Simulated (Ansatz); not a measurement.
**Electron scattering at the Σ5 (310) boundary in fcc Rh with Ta (substitutional)**

How much does the Σ5 (310) boundary in fcc Rh with Ta (substitutional) reflect electrons?

Method: Ansatz plane-wave DFT, PBE, PAW files; relaxation of a bicrystal slab with its lowest layers held; PAW set soft_1, in the first sound run; inputs show where later runs differ, in Ansatz 0.2.0.

## Step 1: The starting structure

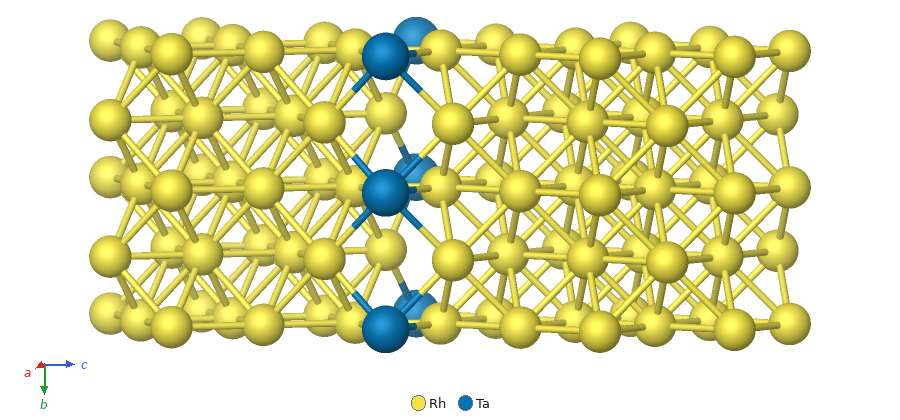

The starting structure, seen from the side, with the c axis across the page (rhodium yellow, tantalum blue). 1×2×1 cells are drawn. Some periodic images of atoms are drawn too.

The cell holds 32 atoms: 31 Rh and 1 Ta. Its edges and angles: a = 6.013 Å, b = 3.803 Å, c = 30.242 Å, α = 90.0°, β = 90.0°, γ = 90.0°. It derives from Rh. built on the (3 1 0) plane; 2 overlapping atoms removed and the grains opened by 0 Å. Vacuum lies along c.

## Step 2: Relaxing the bicrystal

The boundary is built by mirroring the lower grain in the boundary plane and removing any atoms that overlap; then the Ta is put in at the boundary. A thin bicrystal slab is relaxed first, with the lowest layers held and the upper grain free to shift and open.

input.yaml reads:

```yaml
crystal:
  lattice:
    - [6.0132290847, 0.0, 0.0]
    - [0.0, 3.8031, 0.0]
    - [0.0, 0.0, 30.242333072]
  atoms:
    - { symbol: Rh, position: [0.2, 0.0, 0.1653311597] }
    - { symbol: Rh, position: [0.9, 0.5, 0.1852146425] }
    - { symbol: Rh, position: [0.6, 0.0, 0.2050981253] }
    - { symbol: Rh, position: [0.3, 0.5, 0.224981608] }
    - { symbol: Rh, position: [1.0, 0.0, 0.2448650908] }
    - { symbol: Rh, position: [0.7, 0.5, 0.2647485736] }
    - { symbol: Rh, position: [0.4, 0.0, 0.2846320563] }
    - { symbol: Rh, position: [0.1, 0.5, 0.3045155391] }
    - { symbol: Rh, position: [0.8, 0.0, 0.3243990219] }
    - { symbol: Rh, position: [0.5, 0.5, 0.3442825047] }
    - { symbol: Rh, position: [0.2, 0.0, 0.3641659874] }
    - { symbol: Rh, position: [0.9, 0.5, 0.3840494702] }
    - { symbol: Rh, position: [0.6, 0.0, 0.403932953] }
    - { symbol: Rh, position: [0.3, 0.5, 0.4238164357] }
    - { symbol: Ta, position: [0.0, 0.0, 0.4436999185] }
    - { symbol: Rh, position: [0.6, 0.0, 0.483466884] }
    - { symbol: Rh, position: [0.9, 0.5, 0.5033503668] }
    - { symbol: Rh, position: [0.2, 0.0, 0.5232338496] }
    - { symbol: Rh, position: [0.5, 0.5, 0.5431173323] }
    - { symbol: Rh, position: [0.8, 0.0, 0.5630008151] }
    - { symbol: Rh, position: [0.1, 0.5, 0.5828842979] }
    - { symbol: Rh, position: [0.4, 0.0, 0.6027677806] }
    - { symbol: Rh, position: [0.7, 0.5, 0.6226512634] }
    - { symbol: Rh, position: [1.0, 0.0, 0.6425347462] }
    - { symbol: Rh, position: [0.3, 0.5, 0.6624182289] }
    - { symbol: Rh, position: [0.6, 0.0, 0.6823017117] }
    - { symbol: Rh, position: [0.9, 0.5, 0.7021851945] }
    - { symbol: Rh, position: [0.2, 0.0, 0.7220686772] }
    - { symbol: Rh, position: [0.5, 0.5, 0.74195216] }
    - { symbol: Rh, position: [0.8, 0.0, 0.7618356428] }
    - { symbol: Rh, position: [0.1, 0.5, 0.7817191255] }
    - { symbol: Rh, position: [0.4, 0.0, 0.8016026083] }
kpoints:
  mp_grid: { grid: [4, 6, 1] }
hamiltonian:
  xc: pbe
  pseudopotentials: { kind: paw, azcp: { folder: soft_1 } }
scf:
  occupations: { method: fermi_dirac, width: 0.1 }
relax:
  f_tol: 0.03
  max_steps: 80
  constraints: [{ sites: [0, 1, 2, 3, 4] }]
```

Command:

```sh
$ ansatz run input.yaml --threads 4 --pin off --max-ram 15360MiB --backend cpu --events-out ev --progress --plain --runs-dir out
```

Numbers of over 12 decimals in the logs are rounded to 6 here.

Output:

```text
Engine: ansatz 0.2.0, aarch64-unknown-linux-gnu
Pseudopotentials: kind: paw
Pseudopotential: Rh, paw, valence charge 17, recommended cutoff 420 eV (normal), soft_1/Rh.paw.azcp
Pseudopotential: Ta, paw, valence charge 13, recommended cutoff 420 eV (normal), soft_1/Ta.paw.azcp
Functional definition: PBE
  parameter kappa = 0.804
  parameter beta = 0.066725
  exchange = pbe_x(kappa = kappa, mu = beta*pi^2/3)
  correlation = pbe_c(beta = beta)
Crystal: 32 atoms, lattice volume = 691.609 Å³
Basis set: ecut = 420 eV, 13501 PW (Γ), exchange–correlation on 90×54×432 points (8 copies of the dense FFT grid, shifted against one another)
Bands: 324, of which v1, the nominal top of the filled ones, is band 270 counted from 1 (269 counted from 0)
Symmetry: 2 space group operations
Space group: Pm (ITA 6), of the structure as read, at distance tolerance 8.8e-5 Å
k-points: 12 of 24 (time reversal used)
Non-local potential: Rh, projectors of the file, l = 0: 3, l = 1: 2, l = 2: 2, l = 3: 1
Non-local potential: Ta, projectors of the file, l = 0: 3, l = 1: 2, l = 2: 2, l = 3: 1
PAW form: soft (Blöchl's): semilocal exchange-correlation on the pseudo side does not see the compensation charge
PAW one-centre angular grid: Rh, 590 points (default); XC on 64 Gauss nodes
PAW one-centre angular grid: Ta, 590 points (default); XC on 64 Gauss nodes
Initial density: superposition of atomic densities (neutral atoms: chi_scale 0, normalization atom)
Initial wavefunctions: pseudopotential atomic-orbital guess
Functional: x = pbe(κ = 0.804, μ = 0.219515), c = pbe(β = 0.066725)
SCF iter   1: F=—  HF=-208431.630784 eV  |F-HF|=—  |Δ(HF+E_count)|=         —  Δρ=8.48e-2  dr2=1.32e2  ethr=3.10e-3  ⟨swp⟩=5.9  Hψ=13130  notcnv=0  defer=70
preconditioner: auto → LDOS  [metal: Δε(μ)=0.010 eV  Ē_g=5.581 eV  σ=0.100 eV  W_gap=0.02  n_scr=206 (ndim 8)  ℏωp=23.8 eV  f_vac=0.304  D(μ)=45.63/eV (n_scr^D=442)  β→1.0]
SCF iter   2: F=—  HF=-208438.575924 eV  |F-HF|=—  |Δ(HF+E_count)|=    6.95e0  Δρ=1.04e-1  dr2=7.38e1  ethr=3.10e-3  ⟨swp⟩=3.0  Hψ=10392  notcnv=0  defer=136
SCF iter   3: F=—  HF=-208417.428018 eV  |F-HF|=—  |Δ(HF+E_count)|=    2.11e1  Δρ=1.72e-2  dr2=2.69e0  ethr=3.10e-3  ⟨swp⟩=2.0  Hψ=8160  notcnv=0  defer=201
SCF iter   4: F=—  HF=-208416.966219 eV  |F-HF|=—  |Δ(HF+E_count)|=   4.62e-1  Δρ=4.45e-3  dr2=2.59e-1  ethr=4.98e-4  ⟨swp⟩=2.7  Hψ=7341  notcnv=0  defer=181
SCF iter   5: F=—  HF=-208416.935627 eV  |F-HF|=—  |Δ(HF+E_count)|=   3.06e-2  Δρ=1.13e-3  dr2=3.03e-2  ethr=4.79e-5  ⟨swp⟩=2.5  Hψ=7241  notcnv=0  defer=181
SCF iter   6: F=—  HF=-208416.935253 eV  |F-HF|=—  |Δ(HF+E_count)|=   3.74e-4  Δρ=3.82e-4  dr2=2.46e-3  ethr=5.62e-6  ⟨swp⟩=1.6  Hψ=4584  notcnv=0  defer=181
SCF iter   7: F=—  HF=-208416.934450 eV  |F-HF|=—  |Δ(HF+E_count)|=   8.03e-4  Δρ=1.58e-4  dr2=4.34e-4  ethr=4.56e-7  ⟨swp⟩=2.4  Hψ=6251  notcnv=0  defer=181
SCF iter   8: F=—  HF=-208416.934413 eV  |F-HF|=—  |Δ(HF+E_count)|=   3.71e-5  Δρ=7.02e-5  dr2=6.60e-5  ethr=8.05e-8  ⟨swp⟩=2.1  Hψ=5551  notcnv=0  defer=181
SCF iter   9: F=-208416.934407 eV  HF=-208416.934420 eV  |F-HF|=1.33e-5  |Δ(HF+E_count)|=   7.38e-6  Δρ=3.21e-5  dr2=1.64e-5  ethr=4.17e-9  ⟨swp⟩=4.9  Hψ=13391  notcnv=0
SCF 1 converged in 9 iterations: F = -208416.934407 eV  dr2 = 1.64e-5
  greatest PAW one-centre occupation: 1.000 electrons in one spin orbital (limit 2), on the Rh atom at site 20 (counted from 0), in its partial waves of l = 0
relax step   1: F+E_penalty+E_count = -208416.93440693 eV  Δ(F+E_penalty+E_count) = +0.000e0 eV  max|allowed force component| = 1.252e0 eV/Å  Δτ_max = 0.0000 Å  (9 SCF iters, dr2 threshold 2.25e-5 eV, accepted)
Initial density: handed on by an earlier stage of this run
Initial wavefunctions: those handed on with the density
iter 1 solved again at ethr=4.32e-4 eV; its pass at ethr=3.10e-3 eV (dr2=2.33e0 eV) is discarded
SCF iter   1: F=—  HF=-208417.432554 eV  |F-HF|=—  |Δ(HF+E_count)|=         —  Δρ=9.24e-3  dr2=2.62e0  ethr=4.32e-4  ⟨swp⟩=1.0  Hψ=12167  notcnv=0  defer=177
eigensolver tolerance schedule calibrated: the retry pair's looser diagonalisation under-reported the residual by θ = 0.11 (0.13/decade); ethr = c·dr2/N_el runs at the constant in force after the calibration composes with the one it found (an armed cap, an earlier calibration), c = 6.3e-2
preconditioner: auto → LDOS  [metal: Δε(μ)=0.002 eV  Ē_g=5.384 eV  σ=0.100 eV  W_gap=0.00  n_scr=206 (ndim 8)  ℏωp=23.8 eV  f_vac=0.306  D(μ)=49.61/eV (n_scr^D=552)  β→1.0]
SCF iter   2: F=—  HF=-208417.385477 eV  |F-HF|=—  |Δ(HF+E_count)|=   4.71e-2  Δρ=3.36e-3  dr2=1.63e-1  ethr=3.03e-4  ⟨swp⟩=2.0  Hψ=4330  notcnv=0  defer=177
SCF iter   3: F=—  HF=-208417.367871 eV  |F-HF|=—  |Δ(HF+E_count)|=   1.76e-2  Δρ=1.54e-3  dr2=2.64e-2  ethr=1.89e-5  ⟨swp⟩=3.0  Hψ=7770  notcnv=0  defer=177
SCF iter   4: F=—  HF=-208417.362151 eV  |F-HF|=—  |Δ(HF+E_count)|=   5.72e-3  Δρ=4.32e-4  dr2=3.25e-3  ethr=3.06e-6  ⟨swp⟩=2.2  Hψ=6066  notcnv=0  defer=177
SCF iter   5: F=—  HF=-208417.361896 eV  |F-HF|=—  |Δ(HF+E_count)|=   2.55e-4  Δρ=1.81e-4  dr2=5.28e-4  ethr=3.77e-7  ⟨swp⟩=3.2  Hψ=6688  notcnv=0  defer=177
SCF iter   6: F=-208417.361843 eV  HF=-208417.361891 eV  |F-HF|=4.86e-5  |Δ(HF+E_count)|=   4.93e-6  Δρ=6.46e-5  dr2=5.99e-5  ethr=1.14e-8  ⟨swp⟩=2.8  Hψ=13702  notcnv=0
SCF 2 converged in 6 iterations: F = -208417.361843 eV  dr2 = 5.99e-5
  greatest PAW one-centre occupation: 1.000 electrons in one spin orbital (limit 2), on the Rh atom at site 27 (counted from 0), in its partial waves of l = 0
relax step   2: F+E_penalty+E_count = -208417.36184281 eV  Δ(F+E_penalty+E_count) = -4.274e-1 eV  max|allowed force component| = 7.844e-1 eV/Å  Δτ_max = 0.1949 Å  (6 SCF iters, dr2 threshold 9.80e-5 eV, accepted)
SCF iter   1: F=—  HF=-208417.519193 eV  |F-HF|=—  |Δ(HF+E_count)|=         —  Δρ=5.31e-3  dr2=2.83e-1  ethr=2.82e-3  ⟨swp⟩=3.8  Hψ=7500  notcnv=0  defer=177
preconditioner: auto → LDOS  [metal: Δε(μ)=0.010 eV  Ē_g=5.381 eV  σ=0.100 eV  W_gap=0.03  n_scr=206 (ndim 8)  ℏωp=23.8 eV  f_vac=0.306  D(μ)=49.23/eV (n_scr^D=544)  β→1.0]
SCF iter   2: F=—  HF=-208417.507649 eV  |F-HF|=—  |Δ(HF+E_count)|=   1.15e-2  Δρ=2.12e-3  dr2=7.15e-2  ethr=5.24e-5  ⟨swp⟩=2.0  Hψ=6560  notcnv=0  defer=177
SCF iter   3: F=—  HF=-208417.500684 eV  |F-HF|=—  |Δ(HF+E_count)|=   6.97e-3  Δρ=1.26e-3  dr2=1.53e-2  ethr=1.32e-5  ⟨swp⟩=2.0  Hψ=6203  notcnv=0  defer=177
SCF iter   4: F=—  HF=-208417.496362 eV  |F-HF|=—  |Δ(HF+E_count)|=   4.32e-3  Δρ=4.01e-4  dr2=1.09e-3  ethr=2.84e-6  ⟨swp⟩=3.0  Hψ=7077  notcnv=0  defer=177
SCF iter   5: F=—  HF=-208417.496117 eV  |F-HF|=—  |Δ(HF+E_count)|=   2.45e-4  Δρ=1.01e-4  dr2=1.58e-4  ethr=2.01e-7  ⟨swp⟩=2.0  Hψ=6742  notcnv=0  defer=177
SCF iter   6: F=-208417.496075 eV  HF=-208417.496102 eV  |F-HF|=2.69e-5  |Δ(HF+E_count)|=   1.46e-5  Δρ=3.57e-5  dr2=2.98e-5  ethr=7.12e-9  ⟨swp⟩=3.2  Hψ=14263  notcnv=0
SCF 3 converged in 6 iterations: F = -208417.496075 eV  dr2 = 2.98e-5
  greatest PAW one-centre occupation: 1.000 electrons in one spin orbital (limit 2), on the Rh atom at site 5 (counted from 0), in its partial waves of l = 0
relax step   3: F+E_penalty+E_count = -208417.49607515 eV  Δ(F+E_penalty+E_count) = -1.342e-1 eV  max|allowed force component| = 3.453e-1 eV/Å  Δτ_max = 0.1912 Å  (6 SCF iters, dr2 threshold 3.85e-5 eV, accepted)
[...]
relax step   4: F+E_penalty+E_count = -208417.55345529 eV  Δ(F+E_penalty+E_count) = -5.738e-2 eV  max|allowed force component| = 1.331e-1 eV/Å  Δτ_max = 0.2000 Å  (6 SCF iters, dr2 threshold 2.31e-5 eV, accepted)
[...]
relax step   5: F+E_penalty+E_count = -208417.55780000 eV  Δ(F+E_penalty+E_count) = -4.345e-3 eV  max|allowed force component| = 1.164e-1 eV/Å  Δτ_max = 0.0437 Å  (6 SCF iters, dr2 threshold 2.63e-6 eV, accepted)
[...]
relax step   6: F+E_penalty+E_count = -208417.55881258 eV  Δ(F+E_penalty+E_count) = -1.013e-3 eV  max|allowed force component| = 9.339e-2 eV/Å  Δτ_max = 0.0367 Å  (7 SCF iters, dr2 threshold 2.01e-6 eV, accepted)
[...]
relax step   7: F+E_penalty+E_count = -208417.56107319 eV  Δ(F+E_penalty+E_count) = -2.261e-3 eV  max|allowed force component| = 4.756e-2 eV/Å  Δτ_max = 0.0304 Å  (6 SCF iters, dr2 threshold 5.62e-6 eV, accepted)
SCF iter   1: F=—  HF=-208417.563583 eV  |F-HF|=—  |Δ(HF+E_count)|=         —  Δρ=1.13e-3  dr2=6.41e-3  ethr=6.21e-5  ⟨swp⟩=3.2  Hψ=7086  notcnv=0  defer=173
preconditioner: auto → LDOS  [metal: Δε(μ)=0.004 eV  Ē_g=5.378 eV  σ=0.100 eV  W_gap=0.01  n_scr=206 (ndim 8)  ℏωp=23.8 eV  f_vac=0.306  D(μ)=48.59/eV (n_scr^D=532)  β→1.0]
SCF iter   2: F=—  HF=-208417.562843 eV  |F-HF|=—  |Δ(HF+E_count)|=   7.40e-4  Δρ=4.50e-4  dr2=1.19e-3  ethr=1.19e-6  ⟨swp⟩=2.6  Hψ=7797  notcnv=0  defer=173
SCF iter   3: F=—  HF=-208417.562424 eV  |F-HF|=—  |Δ(HF+E_count)|=   4.19e-4  Δρ=1.30e-4  dr2=1.23e-4  ethr=2.20e-7  ⟨swp⟩=2.8  Hψ=7456  notcnv=0  defer=173
SCF iter   4: F=—  HF=-208417.562391 eV  |F-HF|=—  |Δ(HF+E_count)|=   3.32e-5  Δρ=3.67e-5  dr2=1.52e-5  ethr=2.28e-8  ⟨swp⟩=2.4  Hψ=6439  notcnv=0  defer=173
SCF iter   5: F=—  HF=-208417.561756 eV  |F-HF|=—  |Δ(HF+E_count)|=   6.35e-4  Δρ=1.21e-5  dr2=2.12e-6  ethr=2.81e-9  ⟨swp⟩=2.9  Hψ=6980  notcnv=0  defer=173
SCF iter   6: F=—  HF=-208417.561756 eV  |F-HF|=—  |Δ(HF+E_count)|=   4.74e-8  Δρ=4.90e-6  dr2=3.12e-7  ethr=3.92e-10  ⟨swp⟩=1.8  Hψ=5236  notcnv=0  defer=173
SCF iter   7: F=-208417.561756 eV  HF=-208417.561756 eV  |F-HF|=1.24e-8  |Δ(HF+E_count)|=  2.91e-11  Δρ=1.38e-6  dr2=2.22e-8  ethr=1.85e-11  ⟨swp⟩=4.0  Hψ=12024  notcnv=0
SCF 8 converged in 7 iterations: F = -208417.561756 eV  dr2 = 2.22e-8
relax step   8: F+E_penalty+E_count = -208417.56175611 eV  Δ(F+E_penalty+E_count) = -6.829e-4 eV  max|allowed force component| = 1.679e-2 eV/Å  Δτ_max = 0.0120 Å  (7 SCF iters, accepted)
SCF converged after 7 iterations
Free energy (F): -208417.561756 eV
Harris-Foulkes:  -208417.561756 eV  (|F-HF|=1.24e-8)
Internal energy: -208415.952278 eV  (E = F + TS)
E sigma→0 (E₀):  -208416.757017 eV
Entropy (-TS):   -1.609479 eV (-50.296 meV/atom)
Fermi energy:    12.589277 eV
--- Per-component energies (eV) ---
  E_band       = -7868.482025
  E_kinetic    = 17028.626987
  E_local      = -688351.690653  (includes V_loc(G=0)·N_el)
  E_nonlocal   = 9252.180889
  E_hartree    = 335665.483998
  E_xc         = -6560.540564
  E_vxc        = -8061.090588  (∫ρ·V_xc dr)
  E_paw        = -120013.178039  (= ΣΔE_a)
  E_vpaw       = -9067.511083  (= ΣTr[D̂ρ^β])
  E_aug_tail   = 0.002683  (compensation charges beyond the density's cutoff)
  E_ewald      = 244563.162421
  E_smearing   = -1.609479  (= −TS)
  E_closure    = -0.000000  (closes the sum)
  Σ components = -208417.561756   (vs F -208417.561756, Δ=0.00e0)
--- Forces (eV/Å), atoms counted from 1 ---
  atom   1  Rh    -0.19879648     0.00000000     0.88833352
  atom   2  Rh     0.21646312     0.00000000     0.31901712
  atom   3  Rh     0.10230465     0.00000000    -0.11723481
  atom   4  Rh    -0.04871754     0.00000000    -0.65624724
  atom   5  Rh    -0.09022101     0.00000000    -0.43068812
  atom   6  Rh     0.00115603     0.00000000     0.00190783
  atom   7  Rh     0.00022927     0.00000000    -0.00537721
  atom   8  Rh     0.00439740     0.00000000     0.00137870
  atom   9  Rh    -0.01066650     0.00000000    -0.01364355
  atom  10  Rh    -0.00466358     0.00000000     0.00543295
  atom  11  Rh     0.01012174     0.00000000    -0.00835590
  atom  12  Rh     0.01129617     0.00000000    -0.00424196
  atom  13  Rh     0.00125846     0.00000000     0.01083630
  atom  14  Rh     0.00378338     0.00000000     0.00020250
  atom  15  Ta    -0.00666230     0.00000000     0.01678513
  atom  16  Rh     0.00942135     0.00000000     0.01090549
  atom  17  Rh    -0.00582293     0.00000000    -0.01150951
  atom  18  Rh    -0.01213742     0.00000000    -0.00568349
  atom  19  Rh    -0.00139529     0.00000000     0.01061706
  atom  20  Rh     0.00814366     0.00000000     0.00258428
  atom  21  Rh    -0.00049038     0.00000000     0.00111754
  atom  22  Rh    -0.00412103     0.00000000    -0.00931396
  atom  23  Rh     0.00612290     0.00000000     0.00114229
  atom  24  Rh     0.00231427     0.00000000    -0.00341412
  atom  25  Rh    -0.00272568     0.00000000    -0.00359260
  atom  26  Rh     0.00654110     0.00000000    -0.00255561
  atom  27  Rh     0.00148055     0.00000000    -0.00220575
  atom  28  Rh    -0.00330560     0.00000000    -0.00042200
  atom  29  Rh    -0.00177843     0.00000000     0.00288279
  atom  30  Rh    -0.00220574     0.00000000     0.00721404
  atom  31  Rh     0.00571935     0.00000000     0.00159317
  atom  32  Rh     0.00296044     0.00000000    -0.00744767
  max |Σ_I F_I| component: 1.72e-5 eV/Å
--- Relaxed structure (8 steps of the walk, 8 accepted, 0 SCFs on fresh bases) ---
  F+E_penalty+E_count = -208417.56175611 eV   max|allowed force component| = 1.679e-2 eV/Å
  atoms:
    - { symbol: Rh, position: [0.200000, 0.0, 0.1653311597] }
    - { symbol: Rh, position: [0.9, 0.5, 0.1852146425] }
    - { symbol: Rh, position: [0.6, 0.0, 0.2050981253] }
    - { symbol: Rh, position: [0.3, 0.5, 0.224981608] }
    - { symbol: Rh, position: [1.0, 0.0, 0.2448650908] }
    - { symbol: Rh, position: [0.697133, 0.5, 0.264439] }
    - { symbol: Rh, position: [0.400589, 0.0, 0.284141] }
    - { symbol: Rh, position: [0.101779, 0.5, 0.305721] }
    - { symbol: Rh, position: [0.798754, 0.0, 0.323775] }
    - { symbol: Rh, position: [0.502132, 0.5, 0.345900] }
    - { symbol: Rh, position: [0.196918, 0.0, 0.365583] }
    - { symbol: Rh, position: [0.899495, 0.5, 0.386833] }
    - { symbol: Rh, position: [0.592975, 0.0, 0.403583] }
    - { symbol: Rh, position: [0.311707, 0.5, 0.445581] }
    - { symbol: Ta, position: [0.00796654, 0.0, 0.443521] }
    - { symbol: Rh, position: [0.602698, 0.0, 0.484609] }
    - { symbol: Rh, position: [0.905275, 0.5, 0.500860] }
    - { symbol: Rh, position: [0.203302, 0.0, 0.521102] }
    - { symbol: Rh, position: [0.507225, 0.5, 0.541775] }
    - { symbol: Rh, position: [0.806138, 0.0, 0.563462] }
    - { symbol: Rh, position: [0.109488, 0.5, 0.582139] }
    - { symbol: Rh, position: [0.408315, 0.0, 0.603345] }
    - { symbol: Rh, position: [0.706075, 0.5, 0.622538] }
    - { symbol: Rh, position: [1.006853, 0.0, 0.643328] }
    - { symbol: Rh, position: [0.304350, 0.5, 0.663268] }
    - { symbol: Rh, position: [0.604022, 0.0, 0.683400] }
    - { symbol: Rh, position: [0.899692, 0.5, 0.703001] }
    - { symbol: Rh, position: [0.201488, 0.0, 0.723275] }
    - { symbol: Rh, position: [0.506570, 0.5, 0.744962] }
    - { symbol: Rh, position: [0.804486, 0.0, 0.762828] }
    - { symbol: Rh, position: [0.104723, 0.5, 0.781165] }
    - { symbol: Rh, position: [0.399357, 0.0, 0.799723] }
```

The job ended after 12 min (4 threads of Arm Neoverse V1, shared host; peak memory 4.7 GiB).

Relaxation path:

```
step  energy less that of the first step (eV)  largest force component (eV/Å)
   1                                   0.0000                          1.2519
   2                                  -0.4274                          0.7844
   3                                  -0.5617                          0.3453
   4                                  -0.6190                          0.1331
   5                                  -0.6234                          0.1164
   6                                  -0.6244                          0.0934
   7                                  -0.6267                          0.0476
   8                                  -0.6273                          0.0168
```

Forces are held to the 2 operations that the run works with; a distortion that breaks them can't arise in this run.

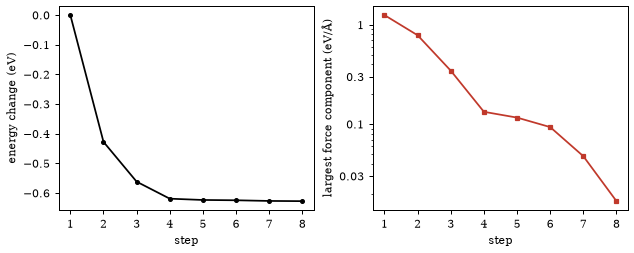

Energy and largest force along the relaxation.

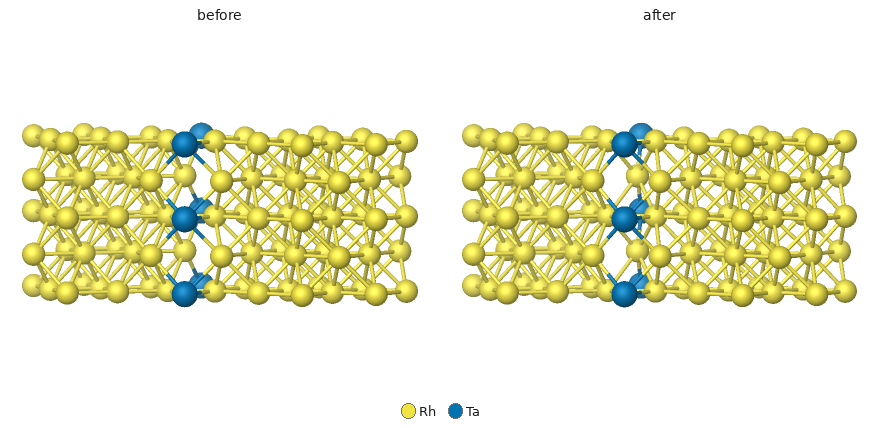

The structure before and after the relaxation, drawn at the same scale.

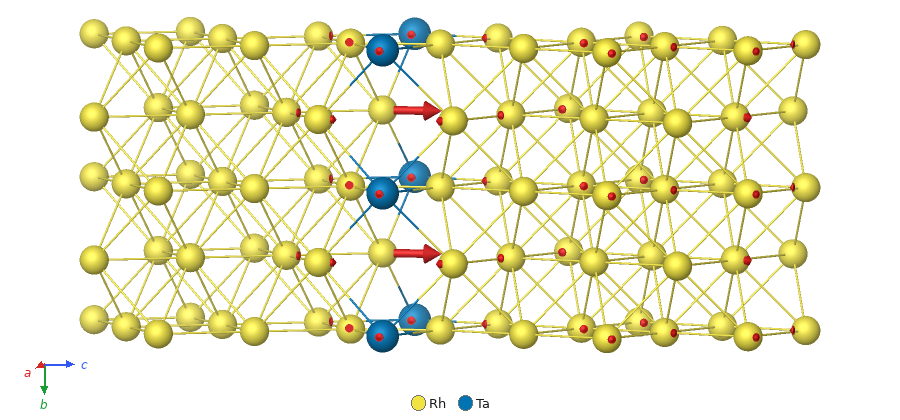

Displacements in the relaxation, exaggerated; the longest in the cell stands for 0.66 Å. 1×2×1 cells are drawn. Some periodic images of atoms are drawn too.

The atoms that moved most (Å):

```
atom      dx     dy      dz  length
Rh14   0.070  0.000   0.658   0.662
Rh29   0.040  0.000   0.091   0.099
Rh12  -0.003  0.000   0.084   0.084
Rh17   0.032  0.000  -0.075   0.082
Rh18   0.020  0.000  -0.064   0.067
Rh21   0.057  0.000  -0.023   0.061
Rh19   0.043  0.000  -0.041   0.059
Rh32  -0.004  0.000  -0.057   0.057
```

This step gave:

```yaml
free_energy: -208417.5618 eV
energy_at_zero_smearing: -208416.7570 eV
fermi_energy: 12.59 eV
```

The largest force component on a free atom ends at 0.017 eV/Å, under the tolerance of 0.03, after 8 steps.

(Part 1 of 2 ends here.)

[Logs are printed without paths, hosts, clocks, repeated set-up lines and the standing remarks that a program may print on its own settings, such as how far it seeks lower states.]

[Hosts, paths, dates, database ids (printed as entryN), source tags and the programs' standing remarks are cut or masked in the printed files.]
